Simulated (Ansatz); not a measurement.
# Two runs on HfN

System: HfN (Fm-3m, 2 atoms in the cell).
Method of run 1: DFT PBEsol, scalar-relativistic, plane waves, PAW, no spin polarisation (Ansatz 0.2.0).

The structure derives from an entry of the Crystallography Open Database. Text and figures count atoms from 1; the logs count them from 0 in places.

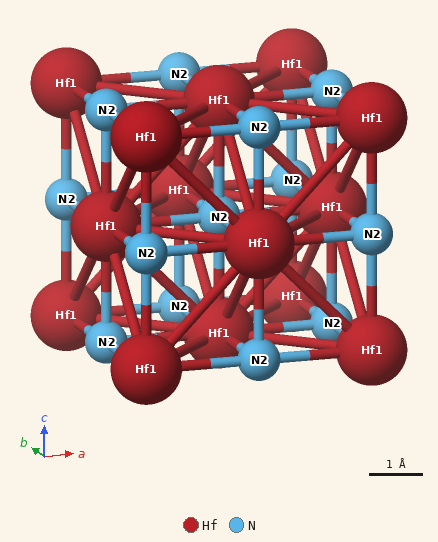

Figure 1. The structure as given in the input (ball-and-stick view of the cell 4 times as large as that of the calculation, set on its symmetry axes, seen slightly off an axis; atoms are numbered from 1 in the order of the input). An atom can appear more than once, as a periodic image.

## Input file, run 1
```yaml
crystal:
  lattice:
    - [0.0, 2.259, 2.259]
    - [2.259, 0.0, 2.259]
    - [2.259, 2.259, 0.0]
  atoms:
    - { symbol: Hf, position: [0.0, 0.0, 0.0] }
    - { symbol: "N", position: [0.5, 0.5, 0.5] }
basis:
  ecutwfc: 420
kpoints:
  mp_grid: { grid: [16, 16, 16] }
hamiltonian:
  xc: pbesol
scf:
  occupations: { method: gaussian, width: 0.1 }
output:
  forces: true
  stress: true
  eigenvalues: true
  write_density: true
  write_potential: true
  elf: true
  volumetric_format: npy
relax:
  adjacent_minimum: "off"
  f_tol: 0.005
  max_steps: 80
  cell: { stress_tol: 0.05 }
```

Command:
```bash
ansatz run input.yaml --threads 2 --pin off --max-ram 5120MiB --backend cpu --events-out ev --progress --plain --runs-dir out
```

Hardware: 2 threads of Intel Xeon @ 2.90GHz (Ice Lake), 192 GiB of memory available, shared host.

## Output, shortened to warnings, some set-up lines, iterations and results (run 1)
```
Basis set: ecut = 420 eV, 459 PW (Γ), exchange–correlation on 48×48×48 points (8 copies of the dense FFT grid, shifted against one another)
Symmetry: 48 space group operations
k-points: 145 of 4096
Initial density: superposition of atomic densities (neutral atoms: chi_scale 0, normalization atom), corrected by the library's trained network
[...]
SCF iter   1: F=—  HF=-15980.252768 eV  |F-HF|=—  |Δ(HF+E_count)|=         —  Δρ=8.31e-3  dr2=1.40e-2  ethr=1.77e-3  ⟨swp⟩=4.9  Hψ=12100  notcnv=0
SCF iter   2: F=—  HF=-15980.248973 eV  |F-HF|=—  |Δ(HF+E_count)|=   3.79e-3  Δρ=2.35e-3  dr2=9.32e-4  ethr=4.50e-5  ⟨swp⟩=1.8  Hψ=4372  notcnv=0
SCF iter   3: F=—  HF=-15980.248758 eV  |F-HF|=—  |Δ(HF+E_count)|=   2.15e-4  Δρ=8.74e-4  dr2=1.21e-4  ethr=3.01e-6  ⟨swp⟩=2.0  Hψ=3360  notcnv=0
SCF iter   4: F=—  HF=-15980.248743 eV  |F-HF|=—  |Δ(HF+E_count)|=   1.49e-5  Δρ=3.30e-4  dr2=1.61e-5  ethr=3.89e-7  ⟨swp⟩=2.0  Hψ=5103  notcnv=0
SCF iter   5: F=—  HF=-15980.248714 eV  |F-HF|=—  |Δ(HF+E_count)|=   2.91e-5  Δρ=9.42e-5  dr2=1.31e-6  ethr=5.20e-8  ⟨swp⟩=2.3  Hψ=5193  notcnv=0
[... 34 lines ...]
SCF iter   3: F=—  HF=-15980.251161 eV  |F-HF|=—  |Δ(HF+E_count)|=  2.38e-10  Δρ=7.95e-7  dr2=1.36e-10  ethr=5.71e-12  ⟨swp⟩=2.1  Hψ=4391  notcnv=0
SCF iter   4: F=—  HF=-15980.251161 eV  |F-HF|=—  |Δ(HF+E_count)|=  1.58e-10  Δρ=2.22e-7  dr2=1.17e-11  ethr=1.00e-12  ⟨swp⟩=5.3  Hψ=16305  notcnv=0
SCF iter   5: F=-15980.251161 eV  HF=-15980.251161 eV  |F-HF|=1.27e-11  |Δ(HF+E_count)|=  1.46e-11  Δρ=1.70e-7  dr2=6.08e-12  ethr=1.00e-12  ⟨swp⟩=5.7  Hψ=13307  notcnv=0
SCF 6 converged in 5 iterations: F = -15980.251161 eV  dr2 = 6.08e-12
relax step   6: F+E_penalty+E_count = -15980.25116118 eV  Δ(F+E_penalty+E_count) = -3.074e-10 eV  max|allowed force component| = 2.183e-29 eV/Å  Δτ_max = 0.0000 Å  P = -0.002 …
basis re-selected at this cell: Δ(F+E_penalty+E_count) = -3.074e-10 eV, ΔP = -0.001 GPa vs the last step (what re-selecting the basis moved, of the pressure what is left beyond the Pulay correction that the steps carried, after the strain that the cell walked since its last selection, with what the …
SCF converged after 5 iterations
Free energy (F): -15980.251161 eV
Harris-Foulkes:  -15980.251161 eV  (|F-HF|=1.27e-11)
Internal energy: -15980.248089 eV  (E = F + TS)
E sigma→0 (E₀):  -15980.249625 eV
Entropy (-TS):   -0.003072 eV (-1.536 meV/atom)
Fermi energy:    23.968190 eV
--- Per-component energies (eV) ---
  E_band       = 186.894438
  E_kinetic    = 557.403753
  E_local      = -4693.680956  (includes V_loc(G=0)·N_el)
  E_nonlocal   = -1192.584148
  E_hartree    = 2229.736177
  E_xc         = -359.057899
  E_vxc        = -344.585222  (∫ρ·V_xc dr)
  E_paw        = -6929.700464  (= ΣΔE_a)
  E_vpaw       = 1400.868588  (= ΣTr[D̂ρ^β])
  E_aug_tail   = 0.000093  (compensation charges beyond the density's cutoff)
  E_ewald      = -5593.643835
  E_core_change = 1.279190  (= ΣΔE_core)
  E_smearing   = -0.003072  (= −TS)
  E_closure    = -0.000000  (closes the sum)
  Σ components = -15980.251161   (vs F -15980.251161, Δ=0.00e0)
--- Forces (eV/Å), atoms counted from 1 ---
  atom   1  Hf    -0.00000000     0.00000000     0.00000000
  atom   2  N      0.00000000    -0.00000000    -0.00000000
  max |Σ_I F_I| component: 3.63e-29 eV/Å
--- Stress (GPa, compression-positive) ---
       -0.001648      -0.000000      -0.000000
       -0.000000      -0.001648       0.000000
       -0.000000      -0.000000      -0.001648
  P = ⅓ Tr σ = -0.0016 GPa (-0.016 kbar)
--- Relaxed structure (4 steps of the walk, 4 accepted, 2 SCFs on fresh bases) ---
  F+E_penalty+E_count = -15980.25116118 eV   max|allowed force component| = 2.183e-29 eV/Å   (the final SCF, on the basis selected at the relaxed cell)
  cell:  # Å, volume = 22.8048 Å³
    - [-1.1719355675659856e-33, 2.2507757576573075, 2.2507757576573075]
    - [2.2507757576573075, 3.0062694994083976e-33, 2.2507757576573075]
    - [2.2507757576573075, 2.2507757576573075, 1.5795653301976324e-33]
  atoms:
    - { symbol: Hf, position: [7.493191081006924e-37, -6.105563103054365e-37, -8.325767867784096e-37] }
[...]
```

The input of run 2 differs as follows (lines with − go, lines with + come):
```diff
-  mp_grid: { grid: [16, 16, 16] }
+  mp_grid: { grid: [24, 24, 24] }
+  dispersion: d3bjatm
+  initial_density: { chi_scale: 0.1 }
-  write_density: true
-  write_potential: true
-  elf: true
-  volumetric_format: npy
```

Predict how the results change.

The total energies belong to different models, so their difference says nothing on which is more stable or more accurate. The volume per atom goes from 11.40 to 11.22 Å³. The SCF takes 38 iterations over all geometry steps against 32. The irreducible k-points go from 145 to 413. On the same kind of shared host run 2 took about 2.9 times as long. The two runs start from different initial densities, which also moves the count.

## Output, shortened to warnings, some set-up lines, iterations and results (run 2)
```
Basis set: ecut = 420 eV, 459 PW (Γ), exchange–correlation on 48×48×48 points (8 copies of the dense FFT grid, shifted against one another)
Symmetry: 48 space group operations
k-points: 413 of 13824
Initial density: superposition of atomic densities (chi_scale 0.1, normalization cell, long waves kept (reshape's long-wave potential 0.00 eV rms))
[...]
SCF iter   1: F=—  HF=-15980.961739 eV  |F-HF|=—  |Δ(HF+E_count)|=         —  Δρ=4.64e-2  dr2=2.04e-1  ethr=3.10e-3  ⟨swp⟩=4.8  Hψ=33080  notcnv=0
SCF iter   2: F=—  HF=-15980.956401 eV  |F-HF|=—  |Δ(HF+E_count)|=   5.34e-3  Δρ=2.81e-2  dr2=7.26e-2  ethr=6.60e-4  ⟨swp⟩=1.3  Hψ=11709  notcnv=0
SCF iter   3: F=—  HF=-15980.951547 eV  |F-HF|=—  |Δ(HF+E_count)|=   4.85e-3  Δρ=4.02e-3  dr2=3.90e-3  ethr=2.34e-4  ⟨swp⟩=1.5  Hψ=8362  notcnv=0
SCF iter   4: F=—  HF=-15980.950917 eV  |F-HF|=—  |Δ(HF+E_count)|=   6.30e-4  Δρ=1.52e-3  dr2=2.91e-4  ethr=1.26e-5  ⟨swp⟩=2.1  Hψ=9715  notcnv=0
SCF iter   5: F=—  HF=-15980.950982 eV  |F-HF|=—  |Δ(HF+E_count)|=   6.51e-5  Δρ=5.43e-4  dr2=3.96e-5  ethr=9.37e-7  ⟨swp⟩=2.1  Hψ=14571  notcnv=0
[... 42 lines ...]
SCF iter   4: F=—  HF=-15980.965382 eV  |F-HF|=—  |Δ(HF+E_count)|=  5.18e-10  Δρ=3.84e-7  dr2=3.35e-11  ethr=1.19e-12  ⟨swp⟩=2.1  Hψ=14340  notcnv=0
SCF iter   5: F=—  HF=-15980.965382 eV  |F-HF|=—  |Δ(HF+E_count)|=  4.00e-11  Δρ=2.63e-7  dr2=1.37e-11  ethr=1.00e-12  ⟨swp⟩=6.1  Hψ=39814  notcnv=0
SCF iter   6: F=-15980.965382 eV  HF=-15980.965382 eV  |F-HF|=9.09e-12  |Δ(HF+E_count)|=    0.00e0  Δρ=1.11e-7  dr2=1.63e-12  ethr=1.00e-12  ⟨swp⟩=5.4  Hψ=36531  notcnv=0
SCF 7 converged in 6 iterations: F = -15980.965382 eV  dr2 = 1.63e-12
relax step   7: F+E_penalty+E_count = -15980.96538169 eV  Δ(F+E_penalty+E_count) = +1.353e-5 eV  max|allowed force component| = 7.889e-30 eV/Å  Δτ_max = 0.0000 Å  P = -0.001 …
basis re-selected at this cell: Δ(F+E_penalty+E_count) = +1.353e-5 eV, ΔP = -0.001 GPa vs the last step (what re-selecting the basis moved, of the pressure what is left beyond the Pulay correction that the steps carried, after the strain that the cell walked since its last selection, with what the …
SCF converged after 6 iterations
Free energy (F): -15980.965382 eV
Harris-Foulkes:  -15980.965382 eV  (|F-HF|=9.09e-12)
Internal energy: -15980.962580 eV  (E = F + TS)
E sigma→0 (E₀):  -15980.963981 eV
Entropy (-TS):   -0.002802 eV (-1.401 meV/atom)
Fermi energy:    24.360931 eV
--- Per-component energies (eV) ---
  E_band       = 199.669950
  E_kinetic    = 558.720994
  E_local      = -4648.636305  (includes V_loc(G=0)·N_el)
  E_nonlocal   = -1192.381273
  E_hartree    = 2213.449384
  E_xc         = -359.479450
  E_vxc        = -345.136239  (∫ρ·V_xc dr)
  E_paw        = -6930.032057  (= ΣΔE_a)
  E_vpaw       = 1400.203916  (= ΣTr[D̂ρ^β])
  E_aug_tail   = 0.000094  (compensation charges beyond the density's cutoff)
  E_ewald      = -5623.162424
  E_disp       = -0.720732  (pairwise vdW)
  E_core_change = 1.279190  (= ΣΔE_core)
  E_smearing   = -0.002802  (= −TS)
  E_closure    = -0.000000  (closes the sum)
  Σ components = -15980.965382   (vs F -15980.965382, Δ=0.00e0)
--- Forces (eV/Å), atoms counted from 1 ---
  atom   1  Hf    -0.00000000     0.00000000    -0.00000000
  atom   2  N      0.00000000    -0.00000000    -0.00000000
  max |Σ_I F_I| component: 1.05e-29 eV/Å
--- Stress (GPa, compression-positive) ---
       -0.001103       0.000000      -0.000000
        0.000000      -0.001103       0.000000
       -0.000000       0.000000      -0.001103
  P = ⅓ Tr σ = -0.0011 GPa (-0.011 kbar)
--- Relaxed structure (5 steps of the walk, 5 accepted, 2 SCFs on fresh bases) ---
  F+E_penalty+E_count = -15980.96538169 eV   max|allowed force component| = 7.889e-30 eV/Å   (the final SCF, on the basis selected at the relaxed cell)
  cell:  # Å, volume = 22.4476 Å³
    - [1.0509204817847153e-33, 2.2389603915421783, 2.2389603915421783]
    - [2.2389603915421783, 1.8470723619246523e-34, 2.2389603915421783]
    - [2.2389603915421783, 2.2389603915421783, -3.5667604230269123e-34]
  atoms:
    - { symbol: Hf, position: [1.4431330970725128e-36, -1.2211126206008554e-36, -3.219296908851578e-36] }
[...]
```

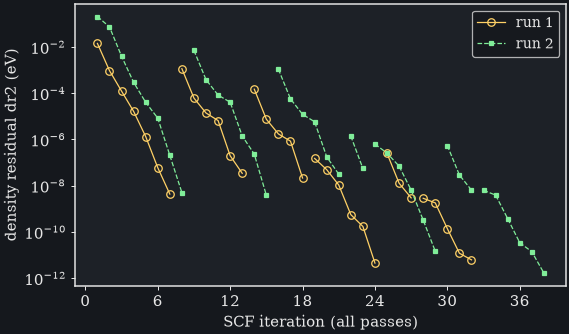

Figure 2. Convergence of the two runs: density residual dr2 against the SCF iteration. A break in a curve parts two SCF passes. Run 1 takes 32 iterations in all, and run 2 takes 38.

## The two runs side by side

| quantity | run 1 | run 2 |
| --- | --- | --- |
| outcome | converged | converged |
| free energy per atom (eV) | −7990.1256 | −7990.4827 |
| energy per atom, smearing taken to zero (eV) | −7990.1248 | −7990.4820 |
| gap on the mesh (eV) | 0.00 | 0.00 |
| pressure (GPa) | 0.00 | 0.00 |
| volume per atom (Å³) | 11.40 | 11.22 |
| largest force (eV/Å) | 0.000 | 0.000 |
| SCF iterations | 32 | 38 |
| irreducible k-points | 145 | 413 |
| wall time (shared host) | 13 s | 39 s |

For both runs: Spin–orbit coupling is left out, which matters for Hf. The cell holds an odd number of electrons but the run has no spin polarisation, so a band is left half filled.
